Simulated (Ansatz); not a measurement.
# WS$_{2}$: geometry relaxation

System: WS$_{2}$ (P6₃/mmc, 6 atoms in the cell).
Method: DFT LDA, scalar-relativistic, plane waves, PAW, no spin polarisation (Ansatz 0.2.0).

The structure derives from an entry of the Crystallography Open Database. Figures and captions count atoms from 1; the log counts them from 0 in places.

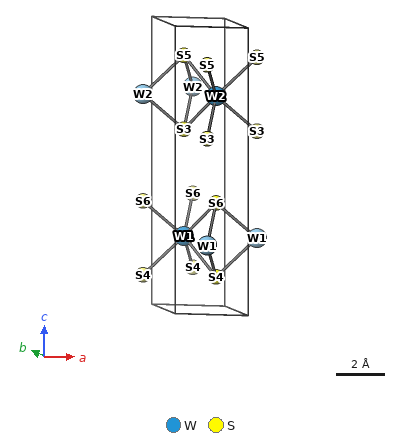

*The starting structure (ball-and-stick view of the cell of the calculation, seen slightly off an axis; neighbours outside the cell are drawn fainter; atoms are numbered from 1 in the order of the input). An atom can appear more than once, as a periodic image.*

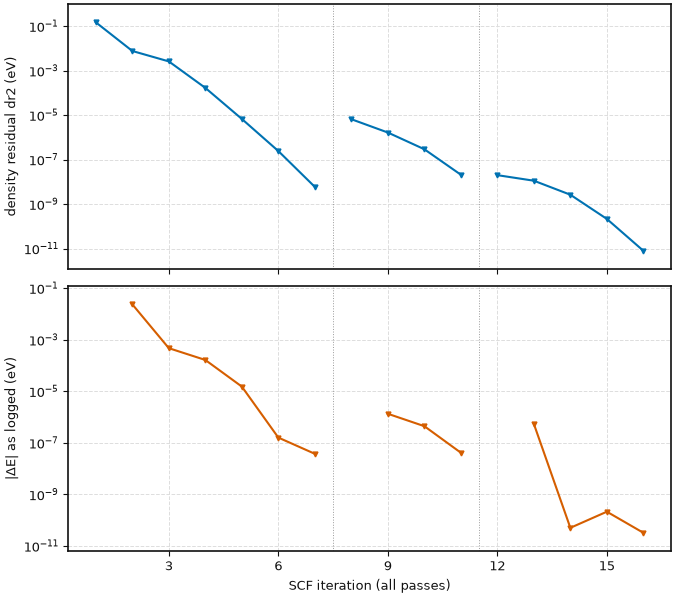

*Convergence of the self-consistent field: density residual dr2 and size of the energy change against the SCF iteration. The dotted lines part the SCF passes of the relaxation: geometry steps, rejected trials and re-solves on a re-selected basis.*

The passes take 7, 4 and 5 iterations.

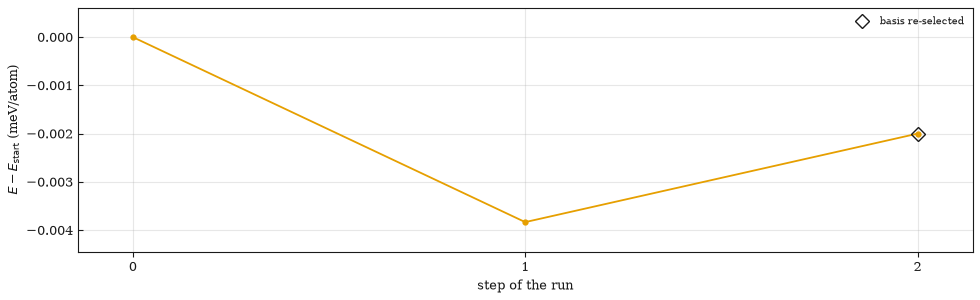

*Progress of the relaxation, step by step (the first geometry is step 0 here and step 1 in the log).*

After 1 geometry step the energy has fallen by next to nothing (0.0 meV per atom). The largest force component goes from 0.0079 to 0.0027 eV/Å. The pressure goes from −0.06 to 0.01 GPa. The atoms keep their places relative to the cell (all moves are under 0.005 Å). The volume changes by −0.1 %, with a = b stay at 3.127 Å, c 12.165 → 12.156 Å (−0.1 %). The space group stays P6_3/mmc (No. 194). A last SCF at the same geometry on a re-selected plane-wave basis shifts the energy by +0.0 meV per atom. (Atoms are counted from 1 in the order of the input.)

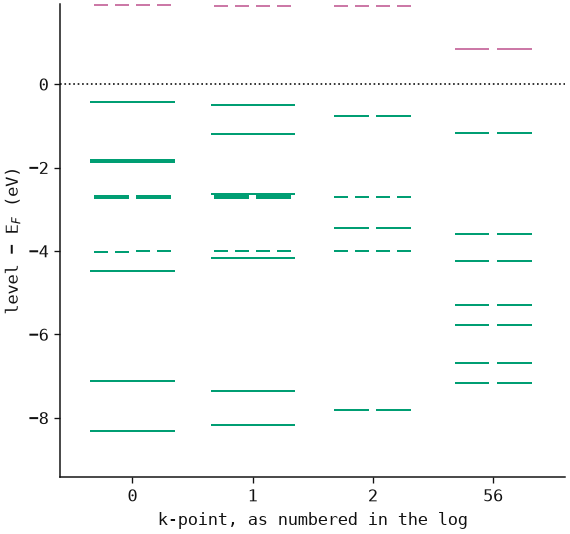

*Kohn–Sham levels near the Fermi level (dotted) at the few k-points that the log prints; levels within 0.02 eV of each other stand side by side.*

Among these points the highest filled and lowest empty levels are 1.27 eV apart; the gap on the full mesh, 0.84 eV, has an edge at a point that isn't printed.

The input and output of the run follow.

## Input file
```yaml
crystal:
  lattice:
    - [3.1268625368, 0.0, 0.0]
    - [-1.5634312684, 2.707942391, 0.0]
    - [0.0, 0.0, 12.1650102507]
  atoms:
    - { symbol: W, position: [0.3333333333, 0.6666666667, 0.25] }
    - { symbol: W, position: [0.6666666667, 0.3333333333, 0.75] }
    - { symbol: S, position: [0.3333333333, 0.6666666667, 0.6215636346] }
    - { symbol: S, position: [0.6666666667, 0.3333333333, 0.1215636346] }
    - { symbol: S, position: [0.3333333333, 0.6666666667, 0.8784363654] }
    - { symbol: S, position: [0.6666666667, 0.3333333333, 0.3784363654] }
basis:
  ecutwfc: 420
kpoints:
  mp_grid: { grid: [12, 12, 4] }
hamiltonian:
  xc: lda
scf:
  occupations: { method: gaussian, width: 0.02 }
output:
  forces: true
  stress: true
  eigenvalues: true
relax:
  adjacent_minimum: "off"
  f_tol: 0.005
  max_steps: 80
  cell: { stress_tol: 0.05 }
```

Launched with:
```bash
ansatz run input.yaml --threads 2 --pin off --max-ram 5120MiB --backend cpu --events-out ev --progress --plain --runs-dir out
```

## Output
```
Engine: ansatz 0.2.0, x86_64-unknown-linux-gnu
Pseudopotentials: kind: paw
Pseudopotential: W, paw, valence charge 14, recommended cutoff 420 eV (normal), W.paw.azcp
Pseudopotential: S, paw, valence charge 6, recommended cutoff 420 eV (normal), S.paw.azcp
Functional definition: SPW92
  exchange = slater_x
  correlation = pw_c
Crystal: 6 atoms, lattice volume = 103.006 Å³
Basis set: ecut = 420 eV, 2009 PW (Γ)
Bands: 32, of which v1, the nominal top of the filled ones, is band 26 counted from 1 (25 counted from 0)
Symmetry: 24 space group operations
Space group: P63/mmc (ITA 194), of the structure as read, at distance tolerance 4.7e-5 Å
k-points: 57 of 576
Non-local potential: W, projectors of the file, l = 0: 3, l = 1: 2, l = 2: 2, l = 3: 1
Non-local potential: S, projectors of the file, l = 0: 2, l = 1: 2, l = 2: 2
PAW form: soft (Blöchl's): semilocal exchange-correlation on the pseudo side does not see the compensation charge
PAW frozen core: W, regenerated for the run's functional, and the local potential with it (the file was generated under x = pbe(κ = 0.804, μ = 0.2195149727645171), c = pbe(β = 0.06672455060314922))
PAW frozen core: S, regenerated for the run's functional, and the local potential with it (the file was generated under x = pbe(κ = 0.804, μ = 0.2195149727645171), c = pbe(β = 0.06672455060314922))
PAW one-centre angular grid: W, 590 points (default); XC on 64 Gauss nodes
PAW one-centre angular grid: S, 110 points (default); XC on 64 Gauss nodes
Initial density: superposition of atomic densities (neutral atoms: chi_scale 0, normalization atom), corrected by the library's trained network
Initial wavefunctions: pseudopotential atomic-orbital guess
Functional: x = slater, c = lda
SCF iter   1: F=—  HF=-23743.405498 eV  |F-HF|=—  |Δ(HF+E_count)|=         —  Δρ=9.93e-3  dr2=1.50e-1  ethr=1.77e-3  ⟨swp⟩=6.6  Hψ=8641  notcnv=0
preconditioner: auto → Resta (q_TF=auto, 2.435 Å⁻¹)  ε∞=7.7  [insulator: Δε(μ)=0.846 eV  Ē_g=8.465 eV  σ=0.020 eV  W_gap=1.00  n_scr=26 (ndim 8)  ℏωp=22.0 eV  f_vac=0.013  D(μ)=0.00/eV (n_scr^D=0)  ε∞_Penn≈7.7]
SCF iter   2: F=—  HF=-23743.381812 eV  |F-HF|=—  |Δ(HF+E_count)|=   2.37e-2  Δρ=4.04e-3  dr2=7.71e-3  ethr=2.88e-4  ⟨swp⟩=2.6  Hψ=2777  notcnv=0  defer=82
SCF iter   3: F=—  HF=-23743.381339 eV  |F-HF|=—  |Δ(HF+E_count)|=   4.73e-4  Δρ=2.24e-3  dr2=2.62e-3  ethr=1.48e-5  ⟨swp⟩=2.1  Hψ=2229  notcnv=0  defer=82
SCF iter   4: F=—  HF=-23743.381174 eV  |F-HF|=—  |Δ(HF+E_count)|=   1.65e-4  Δρ=3.47e-4  dr2=1.69e-4  ethr=5.04e-6  ⟨swp⟩=1.9  Hψ=2362  notcnv=0  defer=82
SCF iter   5: F=—  HF=-23743.381159 eV  |F-HF|=—  |Δ(HF+E_count)|=   1.53e-5  Δρ=5.76e-5  dr2=6.78e-6  ethr=3.26e-7  ⟨swp⟩=2.1  Hψ=2347  notcnv=0  defer=82
SCF iter   6: F=—  HF=-23743.381159 eV  |F-HF|=—  |Δ(HF+E_count)|=   1.61e-7  Δρ=1.32e-5  dr2=2.44e-7  ethr=1.30e-8  ⟨swp⟩=2.0  Hψ=2589  notcnv=0  defer=82
SCF iter   7: F=-23743.381159 eV  HF=-23743.381159 eV  |F-HF|=7.71e-10  |Δ(HF+E_count)|=   3.78e-8  Δρ=2.28e-6  dr2=5.96e-9  ethr=1.92e-10  ⟨swp⟩=9.8  Hψ=8411  notcnv=0
SCF 1 converged in 7 iterations: F = -23743.381159 eV  dr2 = 5.96e-9
  greatest PAW one-centre occupation: 1.000 electrons in one spin orbital (limit 2), on the W atom at site 1 (counted from 0), in its partial waves of l = 0
relax step   1: F+E_penalty+E_count = -23743.38115895 eV  Δ(F+E_penalty+E_count) = +0.000e0 eV  max|allowed force component| = 7.879e-3 eV/Å  Δτ_max = 0.0000 Å  P = -0.060 GPa  Ω = 103.006 Å³  (7 SCF iters, dr2 threshold 1.00e-7 eV, accepted)
Crystal: 6 atoms, lattice volume = 102.931 Å³
Initial density: handed on by an earlier stage of this run
Initial wavefunctions: those handed on with the density
iter 1 solved again at ethr=1.19e-8 eV; its pass at ethr=3.10e-3 eV (dr2=6.21e-6 eV) is discarded
SCF iter   1: F=—  HF=-23743.381184 eV  |F-HF|=—  |Δ(HF+E_count)|=         —  Δρ=7.04e-5  dr2=6.59e-6  ethr=1.19e-8  ⟨swp⟩=3.1  Hψ=9990  notcnv=0
preconditioner: auto → Resta (q_TF=auto, 2.435 Å⁻¹)  ε∞=7.6  [insulator: Δε(μ)=0.841 eV  Ē_g=8.543 eV  σ=0.020 eV  W_gap=1.00  n_scr=26 (ndim 8)  ℏωp=22.0 eV  f_vac=0.007  D(μ)=0.00/eV (n_scr^D=0)  ε∞_Penn≈7.6]
SCF iter   2: F=—  HF=-23743.381182 eV  |F-HF|=—  |Δ(HF+E_count)|=   1.35e-6  Δρ=3.86e-5  dr2=1.66e-6  ethr=1.19e-8  ⟨swp⟩=2.0  Hψ=2529  notcnv=0
SCF iter   3: F=—  HF=-23743.381182 eV  |F-HF|=—  |Δ(HF+E_count)|=   4.46e-7  Δρ=1.02e-5  dr2=2.94e-7  ethr=3.20e-9  ⟨swp⟩=2.0  Hψ=2769  notcnv=0
SCF iter   4: F=-23743.381182 eV  HF=-23743.381182 eV  |F-HF|=1.55e-9  |Δ(HF+E_count)|=   4.17e-8  Δρ=3.95e-6  dr2=2.10e-8  ethr=5.06e-11  ⟨swp⟩=4.0  Hψ=7455  notcnv=0
SCF 2 converged in 4 iterations: F = -23743.381182 eV  dr2 = 2.10e-8
relax step   2: F+E_penalty+E_count = -23743.38118189 eV  Δ(F+E_penalty+E_count) = -2.294e-5 eV  max|allowed force component| = 2.667e-3 eV/Å  Δτ_max = 0.0006 Å  P = +0.012 GPa  Ω = 102.931 Å³  energy of the carried Pulay correction = +1.239e-5 eV  (4 SCF iters, dr2 threshold 2.63e-8 eV, accepted)
Initial wavefunctions: pseudopotential atomic-orbital guess (no wavefunctions were taken with the density)
iter 1 solved again at ethr=2.47e-7 eV; its pass at ethr=3.10e-3 eV (dr2=1.29e-4 eV) is discarded
SCF iter   1: F=—  HF=-23743.381172 eV  |F-HF|=—  |Δ(HF+E_count)|=         —  Δρ=4.11e-6  dr2=2.01e-8  ethr=2.47e-7  ⟨swp⟩=3.1  Hψ=13435  notcnv=0
eigensolver tolerance schedule: the retry pair's looser diagonalisation over-reported the residual by 6398.10 of it (diagonalisation noise at 1.04 of the residual, at the tolerance the schedule requests for it); recorded, not acted on — ethr = c·dr2/N_el stays at c = 1.0e-1
SCF iter   2: F=—  HF=-23743.381171 eV  |F-HF|=—  |Δ(HF+E_count)|=   5.48e-7  Δρ=2.59e-6  dr2=1.13e-8  ethr=3.87e-11  ⟨swp⟩=3.6  Hψ=4516  notcnv=0
SCF iter   3: F=—  HF=-23743.381171 eV  |F-HF|=—  |Δ(HF+E_count)|=  5.09e-11  Δρ=1.27e-6  dr2=2.65e-9  ethr=2.18e-11  ⟨swp⟩=1.0  Hψ=1825  notcnv=0
SCF iter   4: F=—  HF=-23743.381171 eV  |F-HF|=—  |Δ(HF+E_count)|=  2.15e-10  Δρ=3.68e-7  dr2=2.16e-10  ethr=5.10e-12  ⟨swp⟩=2.0  Hψ=2589  notcnv=0
SCF iter   5: F=-23743.381171 eV  HF=-23743.381171 eV  |F-HF|=1.09e-11  |Δ(HF+E_count)|=  3.27e-11  Δρ=1.03e-7  dr2=8.00e-12  ethr=1.00e-12  ⟨swp⟩=5.5  Hψ=7216  notcnv=0
SCF 3 converged in 5 iterations: F = -23743.381171 eV  dr2 = 8.00e-12
relax step   3: F+E_penalty+E_count = -23743.38117147 eV  Δ(F+E_penalty+E_count) = +1.042e-5 eV  max|allowed force component| = 2.658e-3 eV/Å  Δτ_max = 0.0000 Å  P = +0.012 GPa  Ω = 102.931 Å³  stress off target by 3.16e-2 GPa  SCF on the basis re-selected at this cell (its energy is not comparable with the rows above)  (5 SCF iters)
basis re-selected at this cell: Δ(F+E_penalty+E_count) = +1.042e-5 eV, ΔP = -0.000 GPa vs the last step (what re-selecting the basis moved, of the pressure what is left beyond the Pulay correction that the steps carried, after the strain that the cell walked since its last selection, with what the two solves' SCF thresholds leave and, on support functions, any second-order correction that the steps lacked; it is no measure of the basis error at this ecutwfc). This SCF's stress stands 3.16e-2 GPa from its target on what of the cell is left free (relax.cell.stress_tol is 5.00e-2 GPa) and its largest allowed force component is 2.66e-3 eV/Å (relax.f_tol is 5.00e-3 eV/Å): within both
SCF converged after 5 iterations
Free energy (F): -23743.381171 eV
Harris-Foulkes:  -23743.381171 eV  (|F-HF|=1.09e-11)
Internal energy: -23743.381171 eV  (E = F + TS)
E sigma→0 (E₀):  -23743.381171 eV
Fermi energy:    12.483047 eV
--- Per-component energies (eV) ---
  E_band       = -358.457056
  E_kinetic    = 1340.397219
  E_local      = -3425.192056  (includes V_loc(G=0)·N_el)
  E_nonlocal   = 130.613010
  E_hartree    = 1356.808229
  E_xc         = -919.684180
  E_vxc        = -834.691592  (∫ρ·V_xc dr)
  E_paw        = -18894.946551  (= ΣΔE_a)
  E_vpaw       = -283.199953  (= ΣTr[D̂ρ^β])
  E_aug_tail   = -0.000132  (compensation charges beyond the density's cutoff)
  E_ewald      = -3332.555806
  E_core_change = 1.179096  (= ΣΔE_core)
  E_smearing   = -0.000000  (= −TS)
  E_closure    = -0.000000  (closes the sum)
  Σ components = -23743.381171   (vs F -23743.381171, Δ=0.00e0)
--- Forces (eV/Å), atoms counted from 1 ---
  atom   1  W      0.00000000     0.00000000     0.00000000
  atom   2  W      0.00000000    -0.00000000    -0.00000000
  atom   3  S      0.00000000     0.00000000    -0.00265803
  atom   4  S     -0.00000000    -0.00000000    -0.00265803
  atom   5  S      0.00000000     0.00000000     0.00265803
  atom   6  S     -0.00000000    -0.00000000     0.00265803
  max |Σ_I F_I| component: 4.63e-18 eV/Å
--- Stress (GPa, compression-positive) ---
        0.002774      -0.000000      -0.000000
        0.000000       0.002774      -0.000000
       -0.000000      -0.000000       0.031590
  P = ⅓ Tr σ = 0.0124 GPa (0.124 kbar)
--- Band table (eV; the first three rows and the last of 57) ---
  k-point 0: bands = ["-62.4581", "-62.4581", "-26.7847", "-26.7846", "-26.5659", "-26.5659", "-26.5659", "-26.5659", "-3.7423", "-3.4734", "-2.1420", "-1.6225", "4.1695", "5.3583", "8.0014", "8.4677", "8.4677", "8.4827", "8.4827", "9.7520", "9.7520", "9.8125", "9.8125", "10.6158", "10.6571", "12.0630", "14.3704", "14.3704", "14.3802", "14.3802", "14.4482", "14.4482"]
  k-point 1: bands = ["-62.4581", "-62.4581", "-26.7847", "-26.7846", "-26.5659", "-26.5659", "-26.5659", "-26.5659", "-3.7102", "-3.5227", "-2.0588", "-1.6944", "4.3093", "5.1271", "8.3194", "8.4699", "8.4699", "8.4805", "8.4805", "9.7608", "9.7608", "9.8036", "9.8036", "9.8555", "11.2789", "11.9828", "14.3669", "14.3669", "14.3673", "14.3673", "14.4914", "14.4914"]
  k-point 2: bands = ["-62.4581", "-62.4581", "-26.7847", "-26.7847", "-26.5659", "-26.5659", "-26.5659", "-26.5659", "-3.6246", "-3.6246", "-1.8713", "-1.8713", "4.6786", "4.6786", "8.4751", "8.4751", "8.4751", "8.4751", "9.0327", "9.0327", "9.7822", "9.7822", "9.7822", "9.7822", "11.7291", "11.7291", "14.3620", "14.3620", "14.3620", "14.3620", "14.5706", "14.5706"]
  k-point 56: bands = ["-62.4333", "-62.4333", "-26.8704", "-26.8704", "-26.8299", "-26.8299", "-26.6980", "-26.6980", "-0.9120", "-0.9120", "-0.8794", "-0.8794", "5.3246", "5.3246", "5.7858", "5.7858", "6.7154", "6.7154", "7.1928", "7.1928", "8.2394", "8.2394", "8.8960", "8.8960", "11.3120", "11.3120", "13.3306", "13.3306", "14.5038", "14.5038", "15.4992", "15.4992"]
--- Relaxed structure (2 steps of the walk, 2 accepted, 1 SCFs on fresh bases) ---
  F+E_penalty+E_count = -23743.38117147 eV   max|allowed force component| = 2.658e-3 eV/Å   (the final SCF, on the basis selected at the relaxed cell)
  cell:  # Å, volume = 102.9307 Å³
    - [3.1268885682680514, 0.0, 0.0]
    - [-1.5634442841340257, 2.707964934923284, 0.0]
    - [0.0, 0.0, 12.15597146588453]
  atoms:
    - { symbol: W, position: [0.33333333333333326, 0.6666666666666665, 0.25] }
    - { symbol: W, position: [0.6666666666666665, 0.33333333333333326, 0.7499999999999999] }
    - { symbol: S, position: [0.33333333333333326, 0.6666666666666665, 0.6215153206524358] }
    - { symbol: S, position: [0.6666666666666665, 0.33333333333333326, 0.12151532065243578] }
    - { symbol: S, position: [0.33333333333333326, 0.6666666666666665, 0.8784846793475642] }
    - { symbol: S, position: [0.6666666666666665, 0.33333333333333326, 0.37848467934756413] }
```

## Trajectory as extended XYZ (Å, eV, eV/Å), 3 frames, from step=1 to step=3
```
6
Lattice="3.1269 0.0000 0.0000 -1.5634 2.7079 0.0000 0.0000 0.0000 12.1650" Properties=species:S:1:pos:R:3:forces:R:3 step=1 energy=-23743.38116 pressure_GPa=-0.06
W     0.0000    1.8053    3.0413    0.0000   0.0000   0.0000
W     1.5634    0.9026    9.1238    0.0000   0.0000   0.0000
S     0.0000    1.8053    7.5613    0.0000   0.0000   0.0079
S     1.5634    0.9026    1.4788    0.0000   0.0000   0.0079
S     0.0000    1.8053   10.6862    0.0000   0.0000  -0.0079
S     1.5634    0.9026    4.6037    0.0000   0.0000  -0.0079
6
Lattice="3.1269 0.0000 0.0000 -1.5634 2.7080 0.0000 0.0000 0.0000 12.1560" Properties=species:S:1:pos:R:3:forces:R:3 step=2 energy=-23743.38118 pressure_GPa=0.01
W     0.0000    1.8053    3.0390    0.0000   0.0000   0.0000
W     1.5634    0.9027    9.1170    0.0000   0.0000   0.0000
S     0.0000    1.8053    7.5551    0.0000   0.0000  -0.0027
S     1.5634    0.9027    1.4771    0.0000   0.0000  -0.0027
S     0.0000    1.8053   10.6788    0.0000   0.0000   0.0027
S     1.5634    0.9027    4.6008    0.0000   0.0000   0.0027
6
Lattice="3.1269 0.0000 0.0000 -1.5634 2.7080 0.0000 0.0000 0.0000 12.1560" Properties=species:S:1:pos:R:3:forces:R:3 step=3 energy=-23743.38117 pressure_GPa=0.01
W     0.0000    1.8053    3.0390    0.0000   0.0000   0.0000
W     1.5634    0.9027    9.1170    0.0000   0.0000   0.0000
S     0.0000    1.8053    7.5551    0.0000   0.0000  -0.0027
S     1.5634    0.9027    1.4771    0.0000   0.0000  -0.0027
S     0.0000    1.8053   10.6788    0.0000   0.0000   0.0027
S     1.5634    0.9027    4.6008    0.0000   0.0000   0.0027
```

## Summary

- outcome: converged
- space group (tolerance 0.01 Å): P6₃/mmc (194)
- electrons treated: 52
- free energy: −23743.3812 eV
- Fermi energy: 12.483 eV
- gap on the k-point mesh: 0.84 eV
- pressure: 0.01 GPa
- final volume: 102.93 Å³
- largest force (length of the vector) at the end: 0.003 eV/Å
- final cell: a = 3.127 Å, b = 3.127 Å, c = 12.156 Å, α = 90.00°, β = 90.00°, γ = 120.00°
- hardware: 2 threads of AMD EPYC (Zen 5), 32 GiB of memory available, shared host
- wall time: 4.3 s (CPU time 8.4 s)
- peak memory: 0.53 GiB

Spin–orbit coupling is left out, which matters for W.
